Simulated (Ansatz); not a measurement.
A structure file:

```xyz
16
Lattice="5.7779 0.0000 0.0000 0.0000 5.7779 0.0000 0.0000 0.0000 5.8023" Properties=species:S:1:pos:R:3 pbc="T T T"
Al    1.4445    1.4445    1.4506
Al    1.4445    4.3335    1.4506
Al    4.3335    1.4445    1.4506
Al    1.4445    1.4445    4.3517
Ni    2.8890    2.8890    0.1500
Ni    0.0000    2.8890    2.9011
Ni    2.8890    0.0000    2.9011
Ni    2.8890    2.8890    2.9011
Al    4.3335    4.3335    4.3517
Al    4.3335    1.4445    4.3517
Al    1.4445    4.3335    4.3517
Al    4.3335    4.3335    1.4506
Ni    0.0000    0.0000    3.0511
Ni    2.8890    0.0000    0.0000
Ni    0.0000    2.8890    0.0000
Ni    0.0000    0.0000    0.0000
```

**What would you see if this were drawn?**

The stoichiometry is AlNi. Space group I4mm (No. 107), lattice body-centred tetragonal. The cell has 16 atoms, namely 8 Al, 8 Ni.

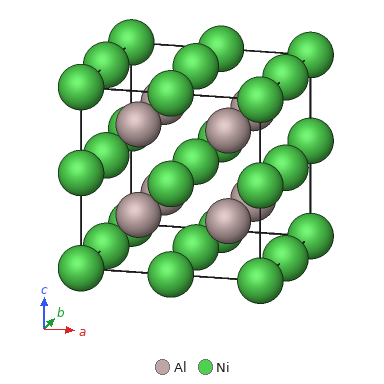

Crystal structure, spheres-only style, seen slightly off an axis. Thin lines show the conventional unit cell, with boundary atoms drawn in all their periodic places. Colours: aluminium light grey, nickel green.

The model was built from a structure listed in the Materials Project. The cell was then strained or its atoms displaced on purpose. It went into a calculation with Ansatz.

At this level of theory the cell isn't at rest (forces up to 1.0 eV/Å), so its distances can differ from those at equilibrium, the more so the softer the solid.
